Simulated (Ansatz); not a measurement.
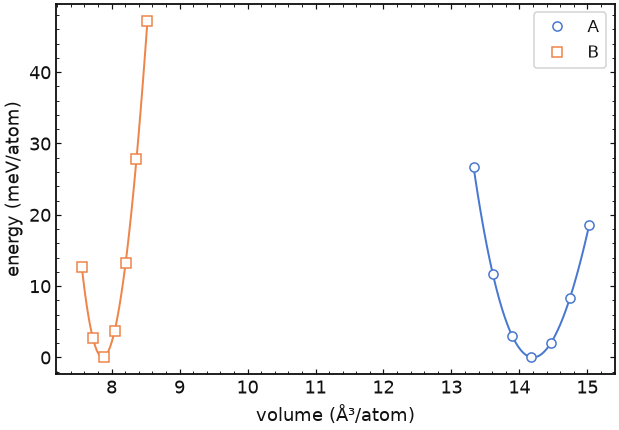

The figure compares two calculations of the energy against volume, each curve from its own zero. The first is for SiO₂, space group P4_2/mnm (No. 136).

The cell holds 6 atoms.

How it was computed, with Ansatz 0.2.0: all-electron LAPW DFT, no spin polarisation; energies at scaled volumes of the given cell, shape and fractions fixed, counted from the fit's minimum, third-order Birch-Murnaghan fit. Level: PBEsol.

k mesh 6×6×10; occupations Fermi–Dirac; smearing width 0.05 eV; potentials all electron LAPW, scalar relativistic; program settings basis error eV/atom 0.001.

In the second, Si is replaced by Pb on all its sites, which gives PbO₂ in the same structure. The second calculation uses k mesh 6×6×8.

Q: Which of A and B is the second calculation, and what did the change do?

A: A. The equilibrium volume rises from 7.87 to 14.20 Å³/atom (+80 %) and the bulk modulus falls from 316 to 139 GPa (−56 %).

For SiO₂, limits of the calculation: shape and atomic fractions are frozen while scaling, which makes layered, chain and framework solids too stiff.

For PbO₂, limits of the calculation: spin-orbit coupling left out, heavy elements; shape and atomic fractions are frozen while scaling, which makes layered, chain and framework solids too stiff.

V0 and the bulk modulus come from third-order Birch–Murnaghan fits.
